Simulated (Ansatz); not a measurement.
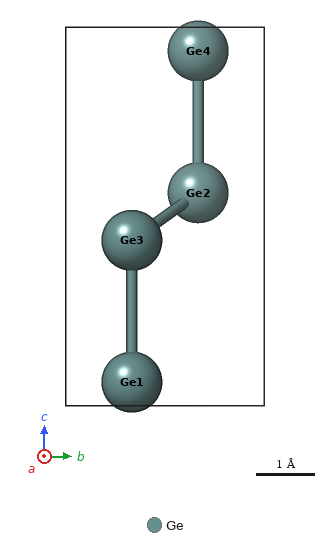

*The starting structure (ball-and-stick view of the cell of the calculation, along the a axis; atoms are numbered from 1 in the order of the input). An atom can appear more than once, as a periodic image.*

Near neighbours in the periodic cell (some may lie outside the picture): Ge has 4 Ge at 2.45 to 2.47 Å.

**Run report: Ge, geometry relaxation**

System: Ge (P6₃/mmc, 4 atoms in the cell).
Method: DFT PBEsol, scalar-relativistic, plane waves, PAW, no spin polarisation (Ansatz 0.2.0).

The structure derives from a Materials Project entry. Figures and captions count atoms from 1; the log counts them from 0 in places.

The program's output
```
Engine: ansatz 0.2.0, x86_64-unknown-linux-gnu
Pseudopotentials: kind: paw
Pseudopotential: Ge, paw, valence charge 14, recommended cutoff 420 eV (normal), Ge.paw.azcp
Functional definition: PBEsol
  exchange = pbesol_x
  correlation = pbesol_c
Crystal: 4 atoms, lattice volume = 91.333 Å³
Basis set: ecut = 420 eV, 1763 PW (Γ), exchange–correlation on 54×54×90 points (8 copies of the dense FFT grid, shifted against one another)
Bands: 34, of which v1, the nominal top of the filled ones, is band 28 counted from 1 (27 counted from 0)
Symmetry: 24 space group operations
Space group: P63/mmc (ITA 194), of the structure as read, at distance tolerance 4.5e-5 Å
k-points: 76 of 864
Non-local potential: Ge, projectors of the file, l = 0: 2, l = 1: 2, l = 2: 3, l = 3: 1
PAW form: soft (Blöchl's): semilocal exchange-correlation on the pseudo side does not see the compensation charge
PAW frozen core: Ge, regenerated for the run's functional, and the local potential with it (the file was generated under x = pbe(κ = 0.804, μ = 0.2195149727645171), c = pbe(β = 0.06672455060314922))
PAW one-centre angular grid: Ge, 590 points (default); XC on 64 Gauss nodes
Initial density: superposition of atomic densities (neutral atoms: chi_scale 0, normalization atom), corrected by the library's trained network
Initial wavefunctions: pseudopotential atomic-orbital guess
Functional: x = pbesol(κ = 0.804, μ = 0.12345679012345678), c = pbesol(β = 0.046)
SCF iter   1: F=—  HF=-17013.926161 eV  |F-HF|=—  |Δ(HF+E_count)|=         —  Δρ=2.40e-3  dr2=6.09e-3  ethr=1.77e-3  ⟨swp⟩=6.4  Hψ=9577  notcnv=0
preconditioner: auto → LDOS  [metal: Δε(μ)=0.007 eV  Ē_g=22.478 eV  σ=0.010 eV  W_gap=0.37  n_scr=22 (ndim 8)  ℏωp=29.1 eV  f_vac=0.070  D(μ)=0.74/eV (n_scr^D=2)  β→1.0]
SCF iter   2: F=—  HF=-17013.923332 eV  |F-HF|=—  |Δ(HF+E_count)|=   2.83e-3  Δρ=8.27e-4  dr2=8.38e-4  ethr=1.09e-5  ⟨swp⟩=2.9  Hψ=5898  notcnv=0  defer=109
SCF iter   3: F=—  HF=-17013.922908 eV  |F-HF|=—  |Δ(HF+E_count)|=   4.24e-4  Δρ=4.11e-4  dr2=7.84e-5  ethr=1.50e-6  ⟨swp⟩=2.0  Hψ=4950  notcnv=0  defer=109
SCF iter   4: F=—  HF=-17013.922829 eV  |F-HF|=—  |Δ(HF+E_count)|=   7.92e-5  Δρ=6.36e-5  dr2=3.32e-6  ethr=1.40e-7  ⟨swp⟩=2.0  Hψ=4604  notcnv=0  defer=109
SCF iter   5: F=—  HF=-17013.922763 eV  |F-HF|=—  |Δ(HF+E_count)|=   6.56e-5  Δρ=1.58e-5  dr2=2.02e-7  ethr=5.92e-9  ⟨swp⟩=2.2  Hψ=4458  notcnv=0  defer=109
SCF iter   6: F=-17013.922763 eV  HF=-17013.922763 eV  |F-HF|=1.30e-8  |Δ(HF+E_count)|=   1.83e-8  Δρ=3.26e-6  dr2=5.53e-9  ethr=1.79e-10  ⟨swp⟩=10.9  Hψ=15786  notcnv=0
SCF 1 converged in 6 iterations: F = -17013.922763 eV  dr2 = 5.53e-9
  greatest PAW one-centre occupation: 0.998 electrons in one spin orbital (limit 2), on the Ge atom at site 2 (counted from 0), in its partial waves of l = 2
relax step   1: F+E_penalty+E_count = -17013.92276296 eV  Δ(F+E_penalty+E_count) = +0.000e0 eV  max|allowed force component| = 2.134e-4 eV/Å  Δτ_max = 0.0000 Å  P = -0.047 GPa  Ω = 91.333 Å³  (6 SCF iters, dr2 threshold 1.00e-7 eV, accepted)
Crystal: 4 atoms, lattice volume = 91.280 Å³
Basis set: ecut = 420 eV, 1787 PW (Γ), exchange–correlation on 54×54×90 points (8 copies of the dense FFT grid, shifted against one another)
Initial density: handed on by an earlier stage of this run
Initial wavefunctions: those handed on with the density
iter 1 solved again at ethr=9.10e-9 eV; its pass at ethr=3.10e-3 eV (dr2=5.10e-6 eV) is discarded
SCF iter   1: F=—  HF=-17013.922862 eV  |F-HF|=—  |Δ(HF+E_count)|=         —  Δρ=9.27e-5  dr2=6.78e-6  ethr=9.10e-9  ⟨swp⟩=3.4  Hψ=14060  notcnv=0
preconditioner: auto → LDOS  [insulator: Δε(μ)=0.160 eV  Ē_g=22.533 eV  σ=0.010 eV  W_gap=0.57  n_scr=22 (ndim 8)  ℏωp=29.1 eV  f_vac=0.065  D(μ)=0.77/eV (n_scr^D=2)  ε∞_Penn≈2.7  β→1.0]
SCF iter   2: F=—  HF=-17013.922795 eV  |F-HF|=—  |Δ(HF+E_count)|=   6.69e-5  Δρ=3.25e-5  dr2=1.76e-6  ethr=9.10e-9  ⟨swp⟩=2.3  Hψ=4622  notcnv=0
SCF iter   3: F=—  HF=-17013.922795 eV  |F-HF|=—  |Δ(HF+E_count)|=   7.70e-7  Δρ=6.32e-6  dr2=4.44e-8  ethr=3.14e-9  ⟨swp⟩=2.0  Hψ=4572  notcnv=0
SCF iter   4: F=-17013.922795 eV  HF=-17013.922795 eV  |F-HF|=9.17e-10  |Δ(HF+E_count)|=   1.53e-8  Δρ=8.57e-7  dr2=5.70e-10  ethr=7.05e-11  ⟨swp⟩=7.3  Hψ=14401  notcnv=0
SCF 2 converged in 4 iterations: F = -17013.922795 eV  dr2 = 5.70e-10
  greatest PAW one-centre occupation: 0.998 electrons in one spin orbital (limit 2), on the Ge atom at site 3 (counted from 0), in its partial waves of l = 2
relax step   2: F+E_penalty+E_count = -17013.92279456 eV  Δ(F+E_penalty+E_count) = -3.160e-5 eV  max|allowed force component| = 4.447e-3 eV/Å  Δτ_max = 0.0008 Å  P = -0.020 GPa  Ω = 91.280 Å³  energy of the carried Pulay correction = +8.197e-6 eV  (4 SCF iters, dr2 threshold 3.95e-8 eV, accepted)
Initial wavefunctions: pseudopotential atomic-orbital guess (no wavefunctions were taken with the density)
iter 1 solved again at ethr=2.97e-7 eV; its pass at ethr=3.10e-3 eV (dr2=1.66e-4 eV) is discarded
SCF iter   1: F=—  HF=-17013.922058 eV  |F-HF|=—  |Δ(HF+E_count)|=         —  Δρ=4.01e-4  dr2=3.09e-6  ethr=2.97e-7  ⟨swp⟩=3.0  Hψ=15439  notcnv=0
preconditioner: auto → LDOS  [insulator: Δε(μ)=0.159 eV  Ē_g=22.533 eV  σ=0.010 eV  W_gap=0.54  n_scr=22 (ndim 8)  ℏωp=29.1 eV  f_vac=0.065  D(μ)=0.77/eV (n_scr^D=2)  ε∞_Penn≈2.7  β→1.0]
SCF iter   2: F=—  HF=-17013.922787 eV  |F-HF|=—  |Δ(HF+E_count)|=   7.29e-4  Δρ=6.91e-6  dr2=9.36e-8  ethr=5.51e-9  ⟨swp⟩=2.0  Hψ=3159  notcnv=0
SCF iter   3: F=—  HF=-17013.922787 eV  |F-HF|=—  |Δ(HF+E_count)|=   1.59e-8  Δρ=1.43e-6  dr2=1.91e-9  ethr=1.67e-10  ⟨swp⟩=2.0  Hψ=3193  notcnv=0
SCF iter   4: F=—  HF=-17013.922787 eV  |F-HF|=—  |Δ(HF+E_count)|=  7.93e-10  Δρ=5.74e-7  dr2=2.31e-10  ethr=3.42e-12  ⟨swp⟩=2.0  Hψ=4713  notcnv=0
SCF iter   5: F=-17013.922787 eV  HF=-17013.922787 eV  |F-HF|=7.28e-12  |Δ(HF+E_count)|=  2.33e-10  Δρ=1.17e-7  dr2=8.24e-12  ethr=1.00e-12  ⟨swp⟩=5.4  Hψ=11460  notcnv=0
SCF 3 converged in 5 iterations: F = -17013.922787 eV  dr2 = 8.24e-12
relax step   3: F+E_penalty+E_count = -17013.92278710 eV  Δ(F+E_penalty+E_count) = +7.467e-6 eV  max|allowed force component| = 4.450e-3 eV/Å  Δτ_max = 0.0000 Å  P = -0.021 GPa  Ω = 91.280 Å³  stress off target by 3.35e-2 GPa  SCF on the basis re-selected at this cell (its energy is not comparable with the rows above)  (5 SCF iters)
```

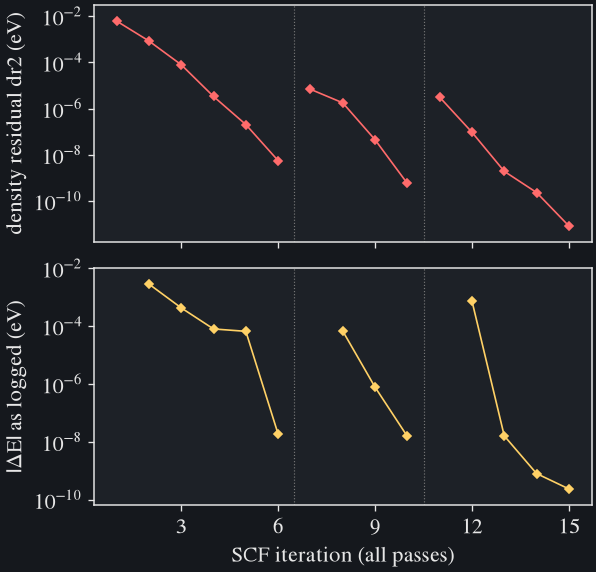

*Convergence of the self-consistent field: density residual dr2 and size of the energy change against the SCF iteration. The dotted lines part the SCF passes of the relaxation: geometry steps, rejected trials and re-solves on a re-selected basis.*

The passes take 6, 4 and 5 iterations.

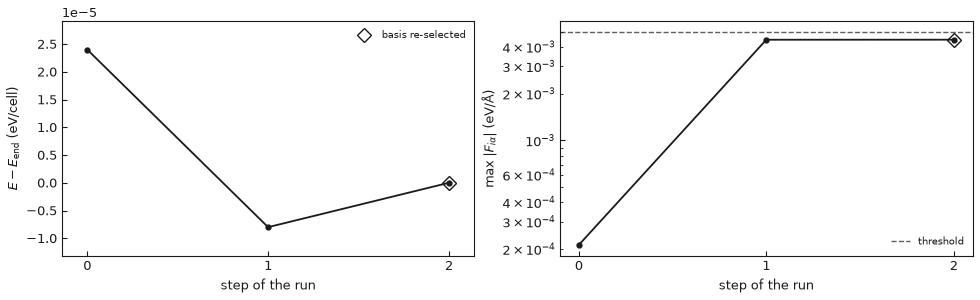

*Progress of the relaxation, step by step (the first geometry is step 0 here and step 1 in the log).*

The energy falls by next to nothing (0.0 meV per cell of the calculation) in 1 geometry step. Largest force component: 0.00021 eV/Å at the start, 0.0044 eV/Å at the end. Pressure: −0.05 GPa at the start and −0.02 GPa at the end. No atom moves by more than 0.005 Å relative to the cell. Cell: a = b 3.998 → 3.999 Å (0.0 %), c 6.599 → 6.592 Å (−0.1 %). Volume −0.1 %. The space group stays P6_3/mmc (No. 194). A last SCF at the same geometry on a re-selected plane-wave basis shifts the energy by +0.0 meV per cell of the calculation. (Atoms are counted from 1 in the order of the input.)

```
basis re-selected at this cell: Δ(F+E_penalty+E_count) = +7.467e-6 eV, ΔP = -0.000 GPa vs the last step (what re-selecting the basis moved, of the pressure what is left beyond the Pulay correction that the steps carried, after the strain that the cell walked since its last selection, with what the two solves' SCF thresholds leave and, on support functions, any second-order correction that the steps lacked; it is no measure of the basis error at this ecutwfc). This SCF's stress stands 3.35e-2 GPa from its target on what of the cell is left free (relax.cell.stress_tol is 5.00e-2 GPa) and its largest allowed force component is 4.45e-3 eV/Å (relax.f_tol is 5.00e-3 eV/Å): within both
SCF converged after 5 iterations
Free energy (F): -17013.922787 eV
Harris-Foulkes:  -17013.922787 eV  (|F-HF|=7.28e-12)
Internal energy: -17013.922749 eV  (E = F + TS)
E sigma→0 (E₀):  -17013.922768 eV
Entropy (-TS):   -0.000038 eV (-0.010 meV/atom)
Fermi energy:    8.346308 eV
--- Per-component energies (eV) ---
  E_band       = -610.248249
  E_kinetic    = 446.069340
  E_local      = -9925.891071  (includes V_loc(G=0)·N_el)
  E_nonlocal   = 1680.725662
  E_hartree    = 4350.626961
  E_xc         = -299.770826
  E_vxc        = -258.805367  (∫ρ·V_xc dr)
  E_paw        = -7916.690876  (= ΣΔE_a)
  E_vpaw       = -1253.601883  (= ΣTr[D̂ρ^β])
  E_aug_tail   = 0.001302  (compensation charges beyond the density's cutoff)
  E_ewald      = -5352.664986
  E_core_change = 3.671745  (= ΣΔE_core)
  E_smearing   = -0.000038  (= −TS)
  E_closure    = -0.000000  (closes the sum)
  Σ components = -17013.922787   (vs F -17013.922787, Δ=0.00e0)
--- Forces (eV/Å), atoms counted from 1 ---
  atom   1  Ge    -0.00000000     0.00000000     0.00444974
  atom   2  Ge     0.00000000    -0.00000000     0.00444974
  atom   3  Ge     0.00000000     0.00000000    -0.00444974
  atom   4  Ge     0.00000000    -0.00000000    -0.00444974
  max |Σ_I F_I| component: 1.16e-17 eV/Å
--- Stress (GPa, compression-positive) ---
       -0.033529       0.000000       0.000000
       -0.000000      -0.033529       0.000000
        0.000000       0.000000       0.005122
  P = ⅓ Tr σ = -0.0206 GPa (-0.206 kbar)
--- Band table (eV; the first three rows and the last of 76) ---
  k-point 0: bands = ["-16.5027", "-16.5027", "-16.4652", "-16.4646", "-16.4646", "-16.4512", "-16.4392", "-16.4392", "-16.3869", "-16.3869", "-16.2628", "-16.2628", "-16.2494", "-16.2325", "-16.2297", "-16.2297", "-16.2113", "-16.2113", "-16.1819", "-16.1819", "-4.4116", "-2.3579", "0.7534", "6.8965", "6.8965", "8.2284", "8.2372", "8.3456", "8.5045", "8.5045", "10.6190", "10.6190", "11.1185", "12.9138"]
  k-point 1: bands = ["-16.5008", "-16.5008", "-16.4690", "-16.4690", "-16.4640", "-16.4518", "-16.4344", "-16.4344", "-16.3904", "-16.3904", "-16.2602", "-16.2602", "-16.2486", "-16.2340", "-16.2319", "-16.2319", "-16.2088", "-16.2088", "-16.1836", "-16.1836", "-4.3277", "-2.6255", "1.1904", "6.6891", "6.9704", "6.9704", "8.3188", "8.3258", "8.3258", "9.5252", "10.7972", "10.7972", "11.2012", "12.7182"]
  k-point 2: bands = ["-16.4954", "-16.4954", "-16.4779", "-16.4779", "-16.4607", "-16.4537", "-16.4240", "-16.4240", "-16.3997", "-16.3997", "-16.2534", "-16.2534", "-16.2462", "-16.2377", "-16.2375", "-16.2375", "-16.2027", "-16.2027", "-16.1884", "-16.1884", "-4.0792", "-3.1600", "2.2280", "5.0824", "7.1863", "7.1863", "7.9353", "7.9353", "8.5860", "9.4991", "11.2111", "11.2111", "12.2586", "12.2586"]
  k-point 75: bands = ["-16.5189", "-16.5189", "-16.4956", "-16.4956", "-16.4297", "-16.4297", "-16.3652", "-16.3652", "-16.3415", "-16.3415", "-16.3245", "-16.3245", "-16.2887", "-16.2887", "-16.2579", "-16.2579", "-16.1842", "-16.1842", "-16.1591", "-16.1591", "-1.3023", "-1.3023", "0.2104", "0.2104", "4.0728", "4.0728", "6.3678", "6.3678", "9.5905", "9.5905", "12.4406", "12.4406", "14.1285", "14.1285"]
--- Relaxed structure (2 steps of the walk, 2 accepted, 1 SCFs on fresh bases) ---
  F+E_penalty+E_count = -17013.92278710 eV   max|allowed force component| = 4.450e-3 eV/Å   (the final SCF, on the basis selected at the relaxed cell)
  cell:  # Å, volume = 91.2802 Å³
    - [3.998640960234337, 2.8875122913830696e-11, 0.0]
    - [-1.9993204801421751, 3.4629246521615, 0.0]
    - [0.0, 0.0, 6.592060899228902]
  atoms:
    - { symbol: Ge, position: [0.6666666666666665, 0.33333333333333326, 0.06277796798851425] }
    - { symbol: Ge, position: [0.33333333333333326, 0.6666666666666664, 0.5627779679885141] }
    - { symbol: Ge, position: [0.6666666666666665, 0.33333333333333326, 0.43722203201148563] }
    - { symbol: Ge, position: [0.33333333333333326, 0.6666666666666664, 0.9372220320114855] }
```

Trajectory as extended XYZ (Å, eV, eV/Å), 3 frames, from step=1 to step=3
```
4
Lattice="3.9976 0.0000 0.0000 -1.9988 3.4620 0.0000 0.0000 0.0000 6.5994" Properties=species:S:1:pos:R:3:forces:R:3 step=1 energy=-17013.92276 pressure_GPa=-0.05
Ge    1.9988    1.1540    0.4151    0.0000   0.0000   0.0002
Ge    0.0000    2.3080    3.7148    0.0000   0.0000   0.0002
Ge    1.9988    1.1540    2.8846    0.0000   0.0000  -0.0002
Ge    0.0000    2.3080    6.1843    0.0000   0.0000  -0.0002
4
Lattice="3.9986 0.0000 0.0000 -1.9993 3.4629 0.0000 0.0000 0.0000 6.5921" Properties=species:S:1:pos:R:3:forces:R:3 step=2 energy=-17013.92279 pressure_GPa=-0.02
Ge    1.9993    1.1543    0.4138    0.0000   0.0000   0.0044
Ge    0.0000    2.3086    3.7099    0.0000   0.0000   0.0044
Ge    1.9993    1.1543    2.8822    0.0000   0.0000  -0.0044
Ge    0.0000    2.3086    6.1782    0.0000   0.0000  -0.0044
4
Lattice="3.9986 0.0000 0.0000 -1.9993 3.4629 0.0000 0.0000 0.0000 6.5921" Properties=species:S:1:pos:R:3:forces:R:3 step=3 energy=-17013.92279 pressure_GPa=-0.02
Ge    1.9993    1.1543    0.4138    0.0000   0.0000   0.0044
Ge    0.0000    2.3086    3.7099    0.0000   0.0000   0.0044
Ge    1.9993    1.1543    2.8822    0.0000   0.0000  -0.0044
Ge    0.0000    2.3086    6.1782    0.0000   0.0000  -0.0044
```

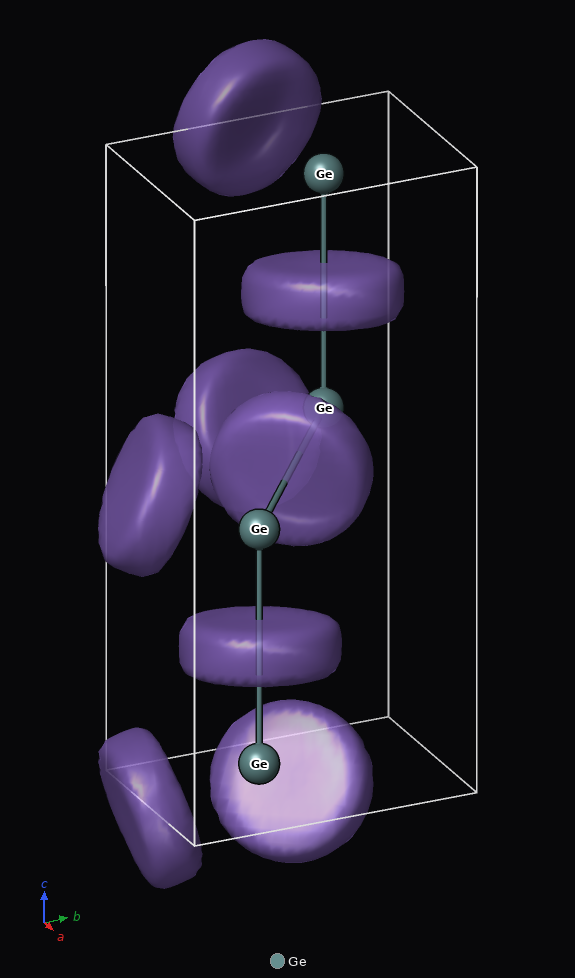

*Isosurface of the ELF at 0.55 (purple), seen slightly off an axis. Only the valence region is drawn (cores and ρ < 0.01 e/Å³ removed). Sticks mark near contacts. The outline is the cell set on symmetry axes.*

Along the contacts the grid gives the following. Core electrons are frozen (PAW), so the fields are smoothed inside the atomic spheres.

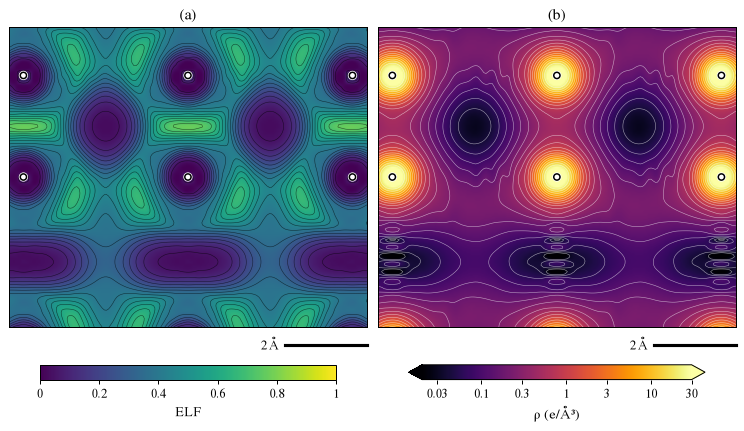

*(a) electron localisation function; (b) valence pseudo-density on the (010) plane of the conventional cell. Circles mark the nuclei in the plane (Ge).*

The density dies away to nearly zero in the voids.

This output came from the following input.

The input
```yaml
crystal:
  lattice:
    - [3.9975858431, 0.0, 0.0]
    - [-1.9987929216, 3.462010894, 0.0]
    - [0.0, 0.0, 6.59937795]
  atoms:
    - { symbol: Ge, position: [0.66666667, 0.33333333, 0.06290125] }
    - { symbol: Ge, position: [0.33333333, 0.66666667, 0.56290125] }
    - { symbol: Ge, position: [0.66666667, 0.33333333, 0.43709875] }
    - { symbol: Ge, position: [0.33333333, 0.66666667, 0.93709875] }
basis:
  ecutwfc: 420
kpoints:
  mp_grid: { grid: [12, 12, 6] }
hamiltonian:
  xc: pbesol
scf:
  occupations: { method: gaussian, width: 0.01 }
output:
  forces: true
  stress: true
  eigenvalues: true
  write_density: true
  write_potential: true
  elf: true
  volumetric_format: npy
relax:
  adjacent_minimum: "off"
  f_tol: 0.005
  max_steps: 80
  cell: { stress_tol: 0.05 }
```

Command:
```bash
ansatz run input.yaml --threads 2 --pin off --max-ram 5120MiB --backend cpu --events-out ev --progress --plain --runs-dir out
```

Key numbers

```csv
quantity,value
outcome,converged
space group (tolerance 0.01 Å),P6₃/mmc (194)
electrons treated,56
free energy,−17013.9228 eV
Fermi energy,8.346 eV
gap on the k-point mesh,none (metallic)
pressure,−0.02 GPa
final volume,91.28 Å³
largest force (length of the vector) at the end,0.004 eV/Å
final cell,"a = 3.999 Å, b = 3.999 Å, c = 6.592 Å, α = 90.00°, β = 90.00°, γ = 120.00°"
hardware,"2 threads of Intel Xeon @ 2.50GHz (Skylake/Cascade Lake), 32 GiB of memory available, shared host"
wall time,18 s (CPU time 36 s)
peak memory,0.55 GiB
```
